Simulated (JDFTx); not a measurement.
# Nb: 7 runs along one coordinate

System: Nb (Im-3m, 1 atom in the cell).
Method: Kohn-Sham DFT of a periodic cell, PBE, PseudoDojo-SR-PBE-0.5-standard, no spin polarisation (JDFTx 1.7.0 (patched build)).

The 7 runs differ only in the geometry, by an even scaling of the cell at fixed fractional positions. The structure derives from an entry of the Crystallography Open Database.

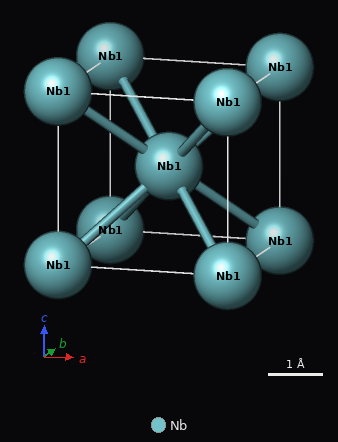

Figure 1. The structure of run 4 (ball-and-stick view of the cell 2 times as large as that of the calculation, set on its symmetry axes, seen slightly off an axis; atoms are numbered from 1 in the order of the input).

**Input of run 4**
```
lattice \
   -3.1444097851     3.1444097851     3.1444097851 \
    3.1444097851    -3.1444097851     3.1444097851 \
    3.1444097851     3.1444097851    -3.1444097851
coords-type Lattice
ion Nb     0.0000000000     0.0000000000     0.0000000000 1

ion-species pseudo/Nb.upf
elec-cutoff 41
elec-ex-corr gga-PBE
kpoint-folding 11 11 11
elec-smearing Fermi 0.0018374661
elec-n-bands 12
electronic-SCF nIterations 100 energyDiffThreshold 1e-09
electronic-minimize nIterations 30 energyDiffThreshold 1e-7
forces-output-coords Cartesian

dump-name run.$VAR
dump End Ecomponents EigStats BandEigs Kpoints Forces Stress
```

Command:
```bash
jdftx -c 1 -i Nb.in -o Nb.out
```

Run 3 differs from it as follows:
```diff
-   -3.1444097851     3.1444097851     3.1444097851 \
-    3.1444097851    -3.1444097851     3.1444097851 \
-    3.1444097851     3.1444097851    -3.1444097851
+   -3.1233057277     3.1233057277     3.1233057277 \
+    3.1233057277    -3.1233057277     3.1233057277 \
+    3.1233057277     3.1233057277    -3.1233057277
```

**Results, with one run withheld**

| run | volume per atom (Å³) | free energy per atom, from the lowest run given (meV) | pressure (GPa) |
| --- | --- | --- | --- |
| 1 | 17.322 | 24.57 | 9.40 |
| 2 | 17.691 | 7.60 | 5.31 |
| 3 | 18.060 | ? | ? |
| 4 | 18.428 | 0.00 | −1.92 |
| 5 | 18.797 | 7.98 | −5.08 |
| 6 | 19.165 | 22.93 | −7.97 |
| 7 | 19.534 | 44.24 | −10.60 |

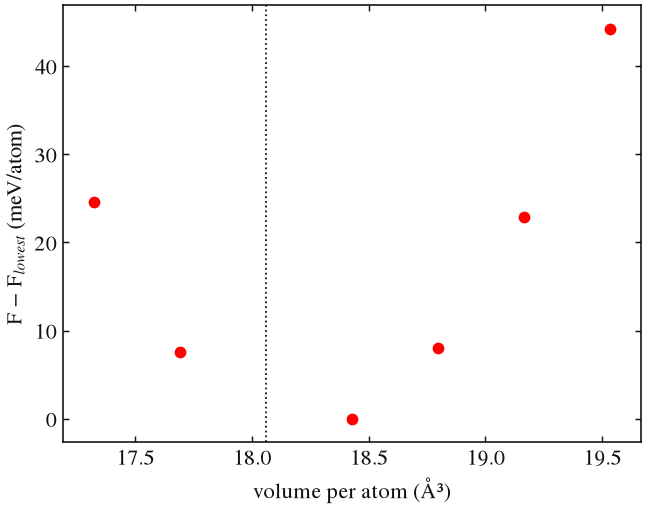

Figure 2. Free energy per atom of the runs given; the dotted line marks run 3.

What should run 3 give?

A cubic polynomial in V^(−2/3) (the Birch–Murnaghan form), fitted to the 6 runs given, misses them by at most 0.03 meV per atom. With x = V^(−2/3) − 0.14316 Å⁻², it reads F = 0.4363 − 2601.7 x + 1.0606e+06 x² − 2.5935e+06 x³ (meV per atom). At run 3 it gives −0.35 meV per atom, and the run itself gives −0.35. The slope of the fit gives a pressure −dF/dV of 1.59 GPa there, and the run prints 1.55 GPa. The fit has its minimum at 18.226 Å³ per atom, where V d²F/dV² gives 171 GPa: the bulk modulus at this level, since symmetry fixes the shape and the positions.

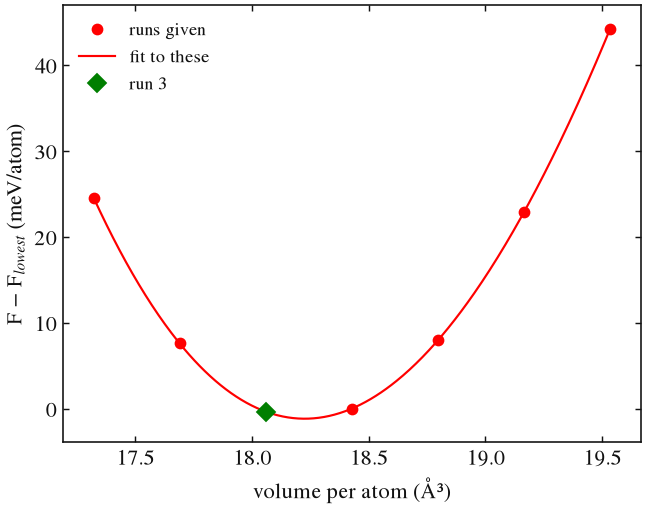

Figure 3. The fit and the withheld run.

**Some lines of the output (run 3)**
```
[...]
unit cell volume = 121.872
     Etot =      -57.4482050151297585
        F =      -57.4487594658026239
	HOMO-LUMO gap: +0.002139
	Optical gap  : +0.003799 at state 6 ( [ +0.000000 +0.090909 +0.090909 ] spin 0 )
```
